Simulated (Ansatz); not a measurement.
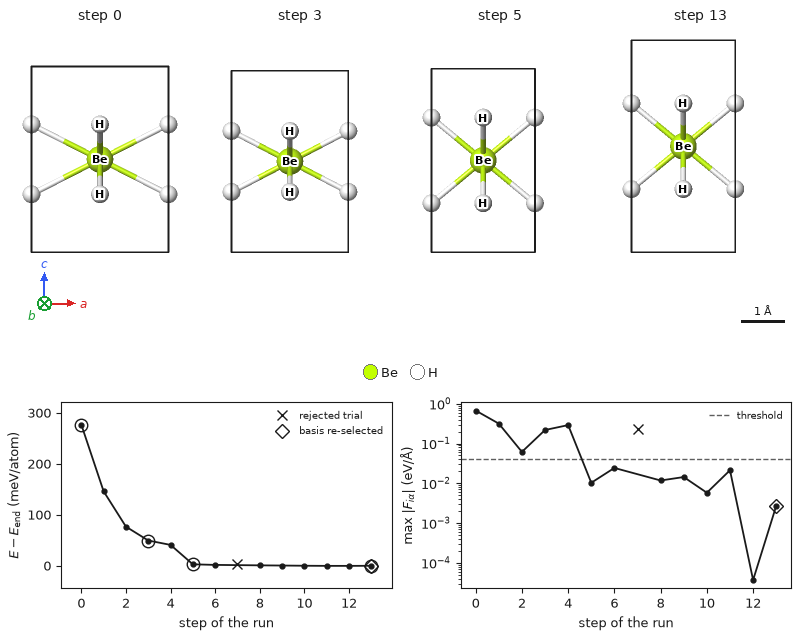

Frames of a relaxation of solid BeH4 (a generated structure, set up in P4/mmm) (coarse preliminary run), marked on the history of the run. A ball-and-stick model of the cell of the calculation, seen along the b axis.

Method: Ansatz, DFT PBE, scalar-relativistic, plane waves, PAW. Set-up: plane-wave cutoff 420 eV; k-point mesh 6 × 6 × 4; occupations gaussian; smearing width 0.1 eV; no spin polarisation; cell and atoms relaxed; force threshold 0.04 eV/Å; at most 70 steps.

Q: Describe the path.

A: After 11 accepted moves (13 points after the start) the energy has fallen by 277 meV per atom. The largest force component goes from 0.67 to 0.0027 eV/Å. Pressure: −15.11 GPa at the start and 0.01 GPa at the end. The line search rejected the trial step at point 7 of the run. The SCF was repeated once at an unchanged geometry on a basis and grid sized afresh for the cell, which shifted the energy by 0.2 meV per atom at most. The largest moves relative to the cell, 0.070 Å, are those of H atoms. Be stays in place. Cell: a = b 3.229 → 2.448 Å (−24.2 %), c 4.378 → 4.994 Å (+14.1 %). Volume −34.5 %. Some distances before and after: Be–H 1.812 → 1.586 Å. The space group stays P4/mmm (No. 123). The run took 13 s on 1 thread of Arm Neoverse V1 (shared host), peak memory 0.28 GiB. From step 0 to 3: H atoms move most (0.09 Å), volume −28.8 %, energy −227 meV per atom. From step 3 to 5: H atoms move most (0.28 Å), volume −20.8 %, energy −46.7 meV per atom. From step 5 to 13: H atoms move most (0.16 Å), volume +16.2 %, energy −2.9 meV per atom.

```csv
step,"E − E(0), meV/atom","largest force component, eV/Å","pressure, GPa","volume, Å³/atom",note
0,0.00,0.6737,-15.11,9.132,
1,-130.85,0.3164,-11.38,8.126,
2,-200.10,0.0615,-6.46,7.281,
3,-227.30,0.2185,-0.76,6.502,
4,-235.93,0.2902,2.56,5.766,
5,-274.00,0.0103,1.33,5.151,
6,-275.15,0.0243,-0.09,5.381,
7,-273.07,0.2268,-0.88,5.518,rejected
8,-276.04,0.0117,0.08,5.461,
9,-276.40,0.0143,0.03,5.580,
10,-276.81,0.0058,0.10,5.700,
11,-277.07,0.0212,0.29,5.947,
12,-277.06,0.0000,0.03,5.984,
13,-276.90,0.0027,0.01,5.984,"same geometry, new basis"
```
